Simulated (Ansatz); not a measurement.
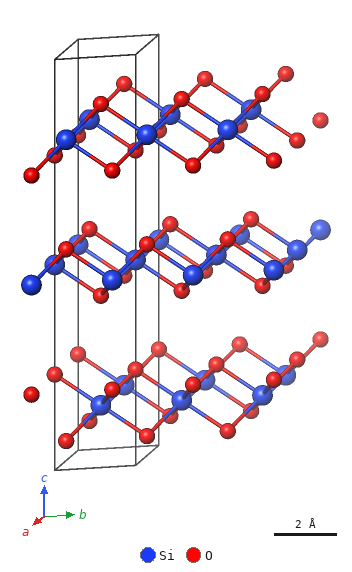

This is the input geometry for a relaxation of crystalline SiO₂ (a generated structure, set up in R-3m). The picture is a ball-and-stick view of the conventional cell (3 times the calculation's cell), repeated 2 × 3 × 1 with one cell outlined, seen slightly off an axis. Lengths and directions refer to the drawn axes.

All numbers below come from DFT PBE+D3(BJ), scalar-relativistic, plane waves, PAW in Ansatz 0.2.0.

Input file:
```yaml
crystal:
  lattice:
    - [1.3569753199, 0.7834500662, 4.6166418818]
    - [-1.3569753199, 0.7834500662, 4.6166418818]
    - [0.0, -1.5669001325, 4.6166418818]
  atoms:
    - { symbol: Si, position: [0.5, 0.5, 0.5] }
    - { symbol: O, position: [0.7666236705, 0.7666236705, 0.7666236705] }
    - { symbol: O, position: [0.2333763295, 0.2333763295, 0.2333763295] }
basis:
  ecutwfc: 420
kpoints:
  mp_grid: { grid: [12, 12, 12] }
hamiltonian:
  xc: pbe
  dispersion: d3bj
scf:
  occupations: { method: gaussian, width: 0.02 }
output:
  forces: true
  stress: true
  eigenvalues: true
relax:
  adjacent_minimum: "off"
  f_tol: 0.01
  max_steps: 30
  cell: { stress_tol: 0.1, fix: [volume] }
```

Run as
```bash
ansatz run input.yaml --threads 1 --pin off --max-ram 2560MiB --backend cpu --events-out ev --progress --plain --runs-dir out
```

Question: Predict the outcome.

Answer: After 4 accepted moves (6 points after the start) the energy has fallen by 14.9 meV per cell of the calculation. The largest force component goes from 0.42 to 0.006 eV/Å. Pressure: −6.37 GPa at the start and −0.92 GPa at the end. The SCF was repeated twice at an unchanged geometry on a basis and grid sized afresh for the cell, which shifted the energy by 0.7 meV per cell of the calculation at most. The largest moves relative to the cell, 0.024 Å, are those of O2 and O3. O3 goes along −c. Si stays in place. The drawn cell changes at constant volume: a = b 2.714 → 2.691 Å (−0.9 %), c 13.850 → 14.091 Å (+1.7 %). Some distances before and after: Si1–O2 1.819 → 1.803 Å. The space group stays R-3m (No. 166). Cost: 21 s on 1 thread of AMD EPYC 7R43 64-Core Processor (Zen 3), with other jobs on the host, peak memory 0.43 GiB.

The structure at the end:

```xyz
3
Lattice="1.3453 0.7767 4.6971 -1.3453 0.7767 4.6971 0.0000 -1.5534 4.6971" Properties=species:S:1:pos:R:3 pbc="T T T"
Si    0.0000    0.0000    7.0457
O     0.0000    0.0000   10.8272
O     0.0000    0.0000    3.2642
```

After the run, drawn alike:

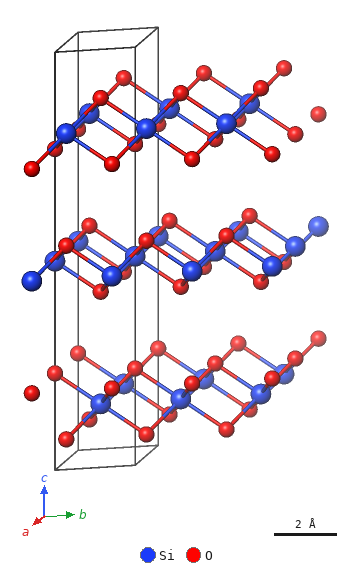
